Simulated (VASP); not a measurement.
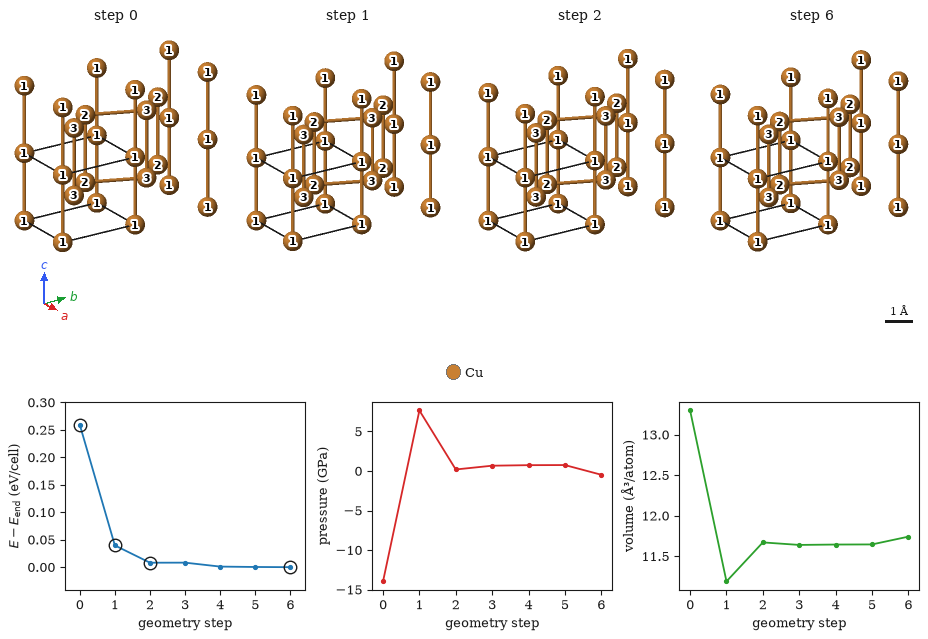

Frames of a relaxation of solid Cu (a generated structure, set up in P6/mmm), marked on the history of the run. A ball-and-stick model of the cell of the calculation, repeated 1 × 2 × 2 with one cell outlined, seen slightly off an axis.

The run lets cell and atoms move.

Theory: VASP, Kohn-Sham DFT of a periodic cell, r2SCAN, VASP PAW PBE potentials, recommended.

Input
```
ALGO = Normal
EDIFF = 1E-6
EDIFFG = -0.04
ENCUT = 600
IBRION = 2
ISIF = 3
ISMEAR = 0
ISTART = 1
LASPH = T
LCHARG = F
LMIXTAU = T
LREAL = F
LWAVE = F
METAGGA = R2SCAN
NELM = 100
NSW = 90
PREC = Accurate
SIGMA = 0.1
```

Run as
```bash
cat potpaw_PBE.64/Cu/POTCAR > POTCAR
cp INCAR.step1 INCAR
mpirun -np 1 vasp_std > vasp.out
cp INCAR.step2 INCAR
mpirun -np 1 vasp_std > vasp.out
```

**What happens along the run?**

The atoms keep their places relative to the cell (all moves are under 0.005 Å). The volume changes by −11.7 %, with a = b 4.220 → 4.101 Å (−2.8 %), c 2.587 → 2.418 Å (−6.5 %). Some distances before and after: Cu1–Cu1 2.587 → 2.418 Å, Cu2–Cu3 2.436 → 2.368 Å. The space group stays P6/mmm (No. 191). After 6 geometry steps the energy has fallen by 0.260 eV per cell of the calculation. All forces vanish by symmetry, so only the cell relaxes. The pressure goes from −13.96 to −0.47 GPa. The volume changes by over a tenth within one run on a fixed set of plane waves, so the end point should be relaxed again from the new cell. From step 0 to 1: volume −15.9 %, energy −0.220 eV per cell of the calculation. From step 1 to 2: volume +4.3 %, energy −31.5 meV per cell of the calculation. From step 2 to 6: volume +0.6 %, energy −8.1 meV per cell of the calculation.

Limits of the set-up: the k-point mesh is coarse for a cell with partly filled bands.
